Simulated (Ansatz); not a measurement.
Structure data:

```
CELL_PARAMETERS angstrom
3.43119 0.00000 0.00000
0.00000 3.43119 0.00000
0.00000 0.00000 2.77929
ATOMIC_POSITIONS crystal
Al 0.00000 0.00000 0.00000
Al 0.50000 0.50000 0.50000
```

Work out the structure from the coordinates.

Answer. The element is aluminium. It is body-centred tetragonal, space group I4/mmm (No. 139). The cell holds two atoms. The neighbours of Al are ten Al at 2.78 to 2.80 Å. The bonds build a three-dimensional framework.

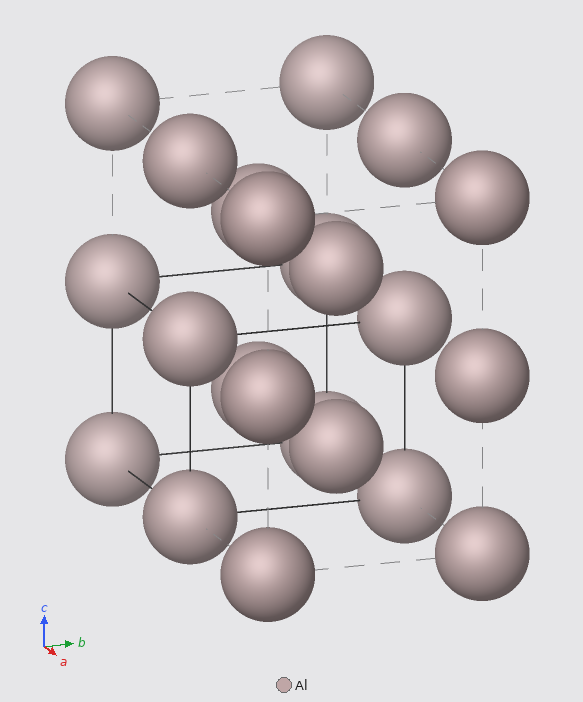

The crystal in a spheres-only representation, seen slightly off an axis. A block of 2×1×2 cells is shown, with one conventional unit cell in solid outline. Colours: aluminium light grey.

The model was built from a structure listed in the Materials Project, with elements exchanged, so it need not be a known form of the compound. The geometry was optimised with Ansatz, DFT r2SCAN, scalar-relativistic, plane waves, PAW.
